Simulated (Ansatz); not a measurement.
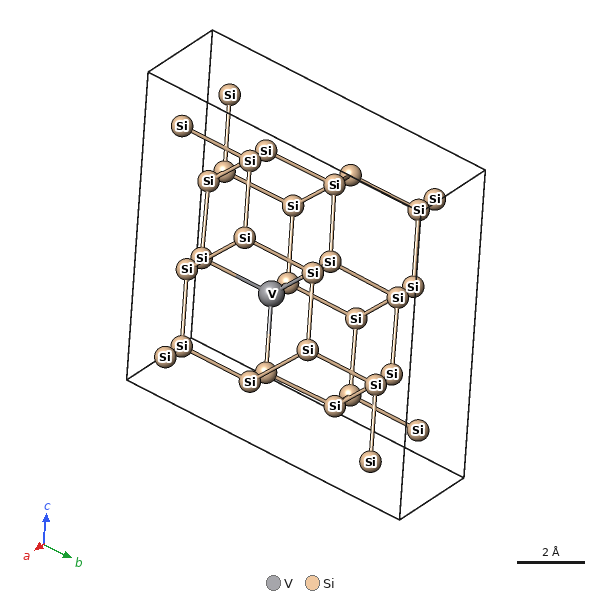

This ball-and-stick model is shown slightly off an axis. The supercell is outlined; an atom on or near a face, edge or corner is repeated at each equivalent position. The host is Si, in a cell of 32 sites, and the cell is neutral.

### How does this supercell depart from the perfect host?

Vanadium on a silicon site (a substitutional impurity). It is bonded to four Si in a tetrahedral arrangement at about 2.4 Å.

Results below were computed with DFT PBEsol, scalar-relativistic, plane waves, PAW in Ansatz 0.2.0; the settings were a basis cut at 420 eV, 2×2×2 k-mesh, Gaussian smearing of 0.02 eV, collinear spins.

### Does the defect carry a magnetic moment?

Yes, 1.0 μB in the cell.

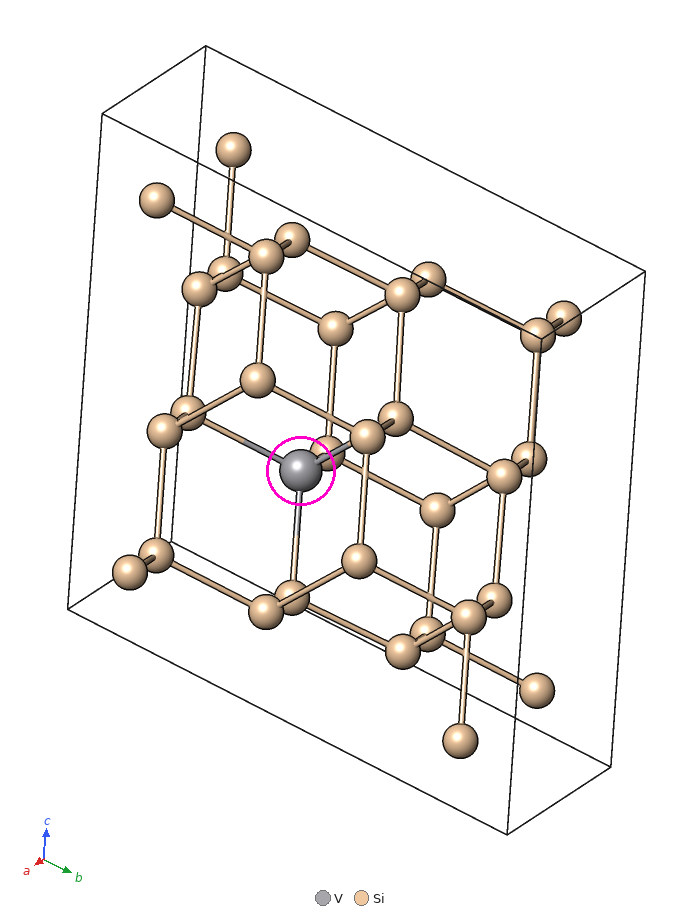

The same cell with a ring at the defect's site.

The atoms were relaxed in the host's cell with DFT PBEsol, scalar-relativistic, plane waves, PAW (Ansatz).
